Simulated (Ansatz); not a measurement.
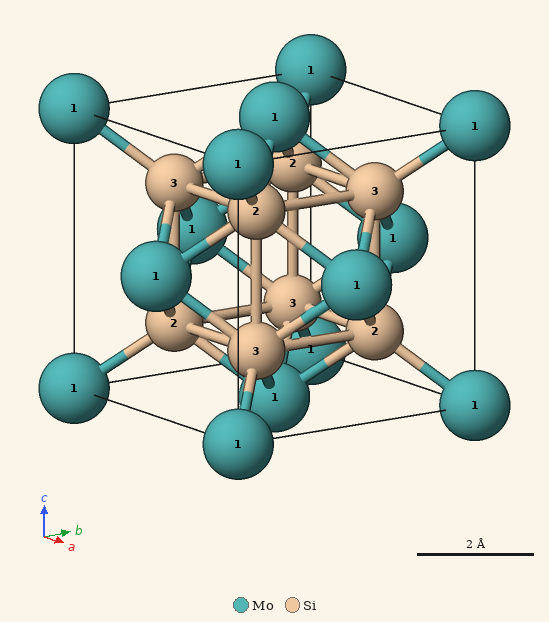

**Figure 1.** The input geometry (ball-and-stick view of the cell 4 times as large as that of the calculation, set on its symmetry axes, seen at an oblique angle; atoms are numbered from 1 in the order of the input). An atom can appear more than once, as a periodic image. Near neighbours in the periodic cell (some may lie outside the picture): Mo has 8 Si at 2.17 Å; Si has 4 Mo at 2.17 Å and 6 Si at 2.50 Å.

## Geometry relaxation, with input and output: MoSi$_{2}$

- system: MoSi$_{2}$ (Fm-3m, 3 atoms in the cell)
- method: DFT, PBE, all-electron LAPW, scalar-relativistic, no spin polarisation (Ansatz 0.2.0)

It belongs to a series of runs on one base structure; here: fluorite relaxed under pressure, LAPW. Figures and captions count atoms from 1; the log counts them from 0 in places.

### What the program printed
```
The last accepted step is kept in [file] (removed where the run ends without a failure and the disk answers)
LAPW: plane waves up to 10.254 Å⁻¹, error target 5.0e-4 eV per atom; small_component_spin mean_spin; Si in spheres of 0.983 Å, 12 of its electrons in bands, Dirac shells []; Mo in spheres of 1.120 Å, 32 of its electrons in bands, Dirac shells [] (how accurate: hamiltonian.pseudopotentials.lapw.basis_error, Limitations)
Engine: ansatz 0.2.0, x86_64-unknown-linux-gnu
Pseudopotentials: kind: all_electron
Pseudopotential: Mo, LAPW, valence charge 32, lapw/all_electron/scalar/gaussian/Mo, Koelling and Harmon's equation, gaussian nucleus
Pseudopotential: Si, LAPW, valence charge 12, lapw/all_electron/scalar/gaussian/Si, Koelling and Harmon's equation, gaussian nucleus
Functional definition: PBE
  parameter kappa = 0.804
  parameter beta = 0.06672455060314922
  exchange = pbe_x(kappa = kappa, mu = beta*pi^2/3)
  correlation = pbe_c(beta = beta)
Crystal: 3 atoms, lattice volume = 31.347 Å³
Basis set: ecut = 400.5956955636546 eV, 537 PW (Γ), exchange–correlation at level 2
Bands: 34, of which v1, the nominal top of the filled ones, is band 28 counted from 1 (27 counted from 0)
Symmetry: 48 space group operations
Space group: Fm-3m (ITA 225), of the structure as read, at distance tolerance 3.2e-5 Å
k-points: 56 of 1331
Non-local potential: Mo, projectors of the file, none
Non-local potential: Si, projectors of the file, none
Initial density: superposition of atomic densities (chi_scale 0.1, normalization cell, long waves kept (reshape's long-wave potential 0.00 eV rms))
Initial wavefunctions: plane waves of lowest kinetic energy (no species holds an atomic orbital)
Functional: x = pbe(κ = 0.804, μ = 0.2195149727645171), c = pbe(β = 0.06672455060314922)
iter 1 solved again at ethr=1.03e-3 eV; its pass at ethr=1.00e-1 eV (dr2=5.78e-1 eV) is discarded
SCF iter   1: F=—  HF=-125955.254530 eV  |F-HF|=—  |Δ(HF+E_count)|=         —  Δρ=4.57e-2  dr2=5.80e-1  ethr=1.03e-3  ⟨swp⟩=2.0  Hψ=12964  notcnv=0
preconditioner: auto → Kerker (q_TF=auto, 3.005 Å⁻¹)  [metal: Δε(μ)=0.171 eV  Ē_g=11.141 eV  σ=0.080 eV  W_gap=0.48  n_scr=14 (ndim 8)  ℏωp=24.8 eV  f_vac=0.000  D(μ)=0.87/eV (n_scr^D=8)]
SCF iter   2: F=—  HF=-125955.145416 eV  |F-HF|=—  |Δ(HF+E_count)|=   1.09e-1  Δρ=3.17e-2  dr2=3.64e-1  ethr=1.03e-3  ⟨swp⟩=2.0  Hψ=5380  notcnv=0
SCF iter   3: F=—  HF=-125955.057430 eV  |F-HF|=—  |Δ(HF+E_count)|=   8.80e-2  Δρ=1.29e-2  dr2=5.87e-2  ethr=6.50e-4  ⟨swp⟩=2.0  Hψ=5657  notcnv=0
SCF iter   4: F=—  HF=-125955.030871 eV  |F-HF|=—  |Δ(HF+E_count)|=   2.66e-2  Δρ=5.31e-3  dr2=1.15e-2  ethr=1.05e-4  ⟨swp⟩=2.0  Hψ=5362  notcnv=0
iter 5 solved again at ethr=1.48e-6 eV; its pass at ethr=2.05e-5 eV (dr2=8.28e-4 eV) is discarded
SCF iter   5: F=—  HF=-125955.028802 eV  |F-HF|=—  |Δ(HF+E_count)|=         —  Δρ=1.79e-3  dr2=8.28e-4  ethr=1.48e-6  ⟨swp⟩=2.0  Hψ=9401  notcnv=0
the basis was enlarged: its passes take 266.3 KiB over the memory plan, 2 of 2 planned eigensolver slots
SCF iter   6: F=—  HF=-125955.029182 eV  |F-HF|=—  |Δ(HF+E_count)|=   3.79e-4  Δρ=5.96e-4  dr2=9.14e-5  ethr=1.48e-6  ⟨swp⟩=3.0  Hψ=5479  notcnv=0
SCF iter   7: F=—  HF=-125955.029213 eV  |F-HF|=—  |Δ(HF+E_count)|=   3.17e-5  Δρ=7.25e-5  dr2=1.13e-6  ethr=1.63e-7  ⟨swp⟩=3.0  Hψ=5648  notcnv=0
SCF iter   8: F=-125955.029214 eV  HF=-125955.029214 eV  |F-HF|=4.13e-8  |Δ(HF+E_count)|=   6.80e-7  Δρ=1.80e-5  dr2=5.00e-8  ethr=2.02e-9  ⟨swp⟩=3.0  Hψ=5622  notcnv=0
SCF 1 converged in 8 iterations: F = -125955.029214 eV  dr2 = 5.00e-8
relax step   1: F+E_penalty+E_count = -125955.02921412 eV  Δ(F+E_penalty+E_count) = +0.000e0 eV  max|allowed force component| = 1.542e-18 eV/Å  Δτ_max = 0.0000 Å  P = +160.006 GPa  Ω = 31.347 Å³  (8 SCF iters, accepted)
Initial density: handed on by an earlier stage of this run
Initial wavefunctions: those handed on with the density
iter 1 solved again at ethr=3.78e-11 eV; its pass at ethr=1.00e-1 eV (dr2=2.12e-8 eV) is discarded
SCF iter   1: F=—  HF=-125955.029214 eV  |F-HF|=—  |Δ(HF+E_count)|=         —  Δρ=1.31e-5  dr2=2.11e-8  ethr=3.78e-11  ⟨swp⟩=5.0  Hψ=9347  notcnv=0
preconditioner: auto → LDOS  [metal: Δε(μ)=0.145 eV  Ē_g=11.076 eV  σ=0.080 eV  W_gap=0.42  n_scr=14 (ndim 8)  ℏωp=24.8 eV  f_vac=0.012  D(μ)=0.89/eV (n_scr^D=8)  β→1.0]
iter 2 solved again at ethr=1.00e-12 eV; its pass at ethr=3.77e-11 eV (dr2=4.41e-10 eV) is discarded
SCF iter   2: F=-125955.029214 eV  HF=-125955.029214 eV  |F-HF|=3.35e-8  |Δ(HF+E_count)|=   1.03e-8  Δρ=1.75e-6  dr2=4.42e-10  ethr=7.05e-12 (applied; sched 1.00e-12)  ⟨swp⟩=2.0  Hψ=9638  notcnv=0
SCF 2 converged in 2 iterations: F = -125955.029214 eV  dr2 = 4.42e-10
relax step   2: F+E_penalty+E_count = -125955.02921417 eV  Δ(F+E_penalty+E_count) = -4.498e-8 eV  max|allowed force component| = 1.542e-18 eV/Å  Δτ_max = 0.0000 Å  P = +160.006 GPa  Ω = 31.347 Å³  stress off target by 6.31e-3 GPa  SCF on the basis re-selected at this cell (its energy is not comparable with the rows above)  (2 SCF iters)
```

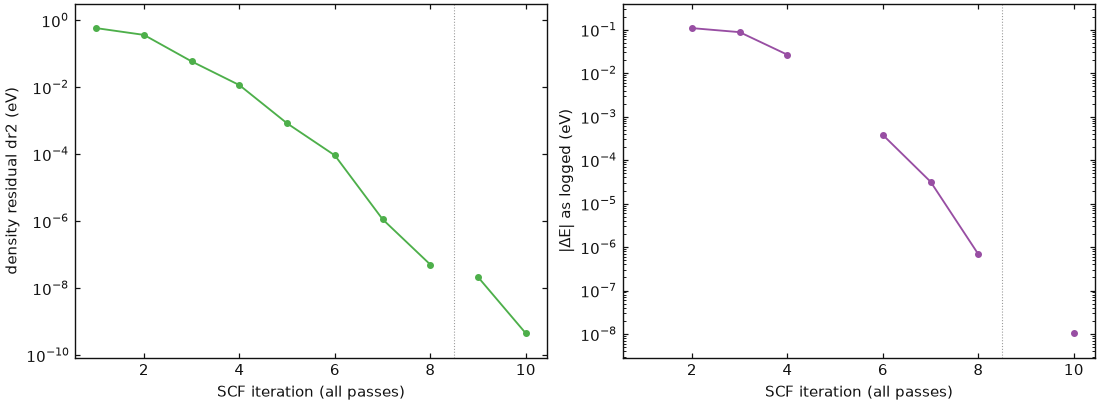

**Figure 2.** Convergence of the self-consistent field: density residual dr2 and size of the energy change against the SCF iteration. The dotted lines part the SCF passes of the relaxation: geometry steps, rejected trials and re-solves on a re-selected basis. The passes take 8 and 2 iterations.

```
basis re-selected at this cell: Δ(F+E_penalty+E_count) = -4.498e-8 eV, ΔP = +0.000 GPa vs the last step (what re-selecting the basis moved, after the strain that the cell walked since its last selection, with what the two solves' SCF thresholds leave and, on support functions, any second-order correction that the steps lacked; it is no measure of the basis error at this ecutwfc). This SCF's stress stands 6.31e-3 GPa from its target on what of the cell is left free (relax.cell.stress_tol is 8.00e-2 GPa) and its largest allowed force component is 1.54e-18 eV/Å (relax.f_tol is 5.00e-3 eV/Å): within both
SCF converged after 2 iterations
Free energy (F): -125955.029214 eV
Harris-Foulkes:  -125955.029214 eV  (|F-HF|=3.35e-8)
Internal energy: -125955.008677 eV  (E = F + TS)
E sigma→0 (E₀):  -125955.018945 eV
Entropy (-TS):   -0.020538 eV (-6.846 meV/atom)
Fermi energy:    23.873094 eV
--- Per-component energies (eV) ---
  E_band       = -6040.689764
  E_kinetic    = 130090.812547
  E_xc         = -4529.804837
  E_electrostatic = -251516.016387  (all electrons and nuclei)
  E_smearing   = -0.020538  (= −TS)
  E_closure    = 0.000000  (closes the sum)
  E_atoms      = -125940.636991  (free atoms, spherical and without spin; not in F)
  Σ components = -125955.029214   (vs F -125955.029214, Δ=0.00e0)
  Basis errors (estimates in eV, not in F): energy 2.0e-4 per atom: plane waves 1.8e-4 (1.0e-4 summed), levels above the bands 1.4e-47, relativity 3.9e-8, radial functions 1.8e-5, core shells 2.2e-13; eigenvalues (radial functions only) 4.7e-7; not estimated: angular momenta, meshes, grids; target (lapw.basis_error) 5.0e-4; muffin-tin radii Si 0.983 Å, Mo 1.120 Å
--- Forces (eV/Å), atoms counted from 1 ---
  atom   1  Mo    -0.00000000     0.00000000     0.00000000
  atom   2  Si    -0.00000000    -0.00000000     0.00000000
  atom   3  Si    -0.00000000     0.00000000    -0.00000000
  max |Σ_I F_I| component: 1.45e-18 eV/Å
--- Stress (GPa, compression-positive) ---
      160.006309       0.000000       0.000000
        0.000000     160.006309       0.000000
        0.000000       0.000000     160.006309
  P = ⅓ Tr σ = 160.0063 GPa (1600.063 kbar)
--- Band table (eV; the first three rows and the last of 56) ---
  k-point 0: bands = ["-447.0954", "-349.8019", "-349.8019", "-349.8019", "-191.6573", "-191.6573", "-191.6507", "-191.6507", "-191.6507", "-110.7561", "-110.7511", "-66.7849", "-66.7849", "-66.7849", "-66.7721", "-66.7721", "-66.7721", "-36.2039", "-10.8095", "-10.8095", "-10.8095", "8.9449", "16.6771", "16.6771", "16.6771", "20.8522", "20.8522", "24.5381", "27.4084", "27.4084", "27.4084", "32.0255", "32.0255", "32.0255"]
  k-point 1: bands = ["-447.0954", "-349.8019", "-349.8019", "-349.8019", "-191.6573", "-191.6573", "-191.6507", "-191.6507", "-191.6507", "-110.7560", "-110.7512", "-66.7847", "-66.7847", "-66.7847", "-66.7724", "-66.7723", "-66.7723", "-36.2019", "-10.8349", "-10.8129", "-10.8129", "9.1289", "16.4461", "16.7751", "16.7751", "20.7094", "20.7094", "24.9601", "27.0875", "27.8508", "27.8508", "30.4639", "31.2605", "31.2605"]
  k-point 2: bands = ["-447.0954", "-349.8019", "-349.8019", "-349.8019", "-191.6573", "-191.6573", "-191.6507", "-191.6507", "-191.6507", "-110.7557", "-110.7515", "-66.7840", "-66.7839", "-66.7839", "-66.7732", "-66.7731", "-66.7731", "-36.1967", "-10.9022", "-10.8219", "-10.8219", "9.6543", "15.9012", "17.0202", "17.0202", "20.4736", "20.4736", "25.6333", "26.5577", "28.6370", "28.8776", "28.8776", "29.7969", "29.7969"]
  k-point 55: bands = ["-447.0954", "-349.8019", "-349.8019", "-349.8019", "-191.6573", "-191.6573", "-191.6507", "-191.6507", "-191.6507", "-110.7537", "-110.7535", "-66.7876", "-66.7868", "-66.7798", "-66.7775", "-66.7706", "-66.7701", "-36.1714", "-11.0261", "-11.0062", "-10.9132", "14.2597", "14.5319", "15.4502", "17.3807", "20.7960", "20.8128", "22.1039", "23.5696", "26.0899", "30.3739", "30.3955", "31.9297", "32.7557"]
--- Relaxed structure (1 steps of the walk, 1 accepted, 1 SCFs on fresh bases) ---
  F+E_penalty+E_count = -125955.02921417 eV   max|allowed force component| = 1.542e-18 eV/Å   (the final SCF, on the basis selected at the relaxed cell)
  cell:  # Å, volume = 31.3473 Å³
    - [0.0, 2.5025911635, 2.5025911635]
    - [2.5025911635, 0.0, 2.5025911635]
    - [2.5025911635, 2.5025911635, 0.0]
  atoms:
    - { symbol: Mo, position: [0.0, 0.0, 0.0] }
    - { symbol: Si, position: [0.25, 0.25, 0.25] }
    - { symbol: Si, position: [0.75, 0.75, 0.75] }
```

### Trajectory as extended XYZ (Å, eV, eV/Å), 2 frames, from step=1 to step=2
```
3
Lattice="0.0000 2.5026 2.5026 2.5026 0.0000 2.5026 2.5026 2.5026 0.0000" Properties=species:S:1:pos:R:3:forces:R:3 step=1 energy=-125955.02921 pressure_GPa=160.01
Mo    0.0000    0.0000    0.0000    0.0000   0.0000   0.0000
Si    1.2513    1.2513    1.2513    0.0000   0.0000   0.0000
Si    3.7539    3.7539    3.7539    0.0000   0.0000   0.0000
3
Lattice="0.0000 2.5026 2.5026 2.5026 0.0000 2.5026 2.5026 2.5026 0.0000" Properties=species:S:1:pos:R:3:forces:R:3 step=2 energy=-125955.02921 pressure_GPa=160.01
Mo    0.0000    0.0000    0.0000    0.0000   0.0000   0.0000
Si    1.2513    1.2513    1.2513    0.0000   0.0000   0.0000
Si    3.7539    3.7539    3.7539    0.0000   0.0000   0.0000
```

This output came from the following input.

### The input
```yaml
crystal:
  lattice:
    - [0.0, 2.5025911635, 2.5025911635]
    - [2.5025911635, 0.0, 2.5025911635]
    - [2.5025911635, 2.5025911635, 0.0]
  atoms:
    - { symbol: Mo, position: [0.0, 0.0, 0.0] }
    - { symbol: Si, position: [0.25, 0.25, 0.25] }
    - { symbol: Si, position: [0.75, 0.75, 0.75] }
kpoints:
  mp_grid: { grid: [11, 11, 11] }
scf:
  occupations: { method: fermi_dirac, width: 0.08 }
hamiltonian:
  xc: pbe
  pseudopotentials: { kind: all_electron, lapw: { basis_error: 0.0005 } }
output:
  forces: true
  stress: true
  eigenvalues: true
relax:
  f_tol: 0.005
  max_steps: 12
  cell: { p_target: 160.0, stress_tol: 0.08 }
```

Launched with:
```bash
ansatz run input.yaml --threads 2 --pin off --max-ram 5120MiB --backend cpu --events-out ev --progress --plain --runs-dir out
```

### Summary

```csv
quantity,value
outcome,converged
space group (tolerance 0.01 Å),Fm-3m (225)
electrons in bands (core shells apart),56
free energy,−125955.0292 eV
Fermi energy,23.873 eV
pressure,160.01 GPa
final volume,31.35 Å³
largest force (length of the vector) at the end,under 0.001 eV/Å
final cell,"a = 3.539 Å, b = 3.539 Å, c = 3.539 Å, α = 60.00°, β = 60.00°, γ = 60.00°"
hardware,"2 threads of AMD EPYC (Zen 3), 32 GiB of memory available, shared host"
wall time,38 s (CPU time 74 s)
peak memory,0.5 GiB
```

### Notes

The cell was relaxed to the target pressure of the input; what is minimised is then the enthalpy E + pV.
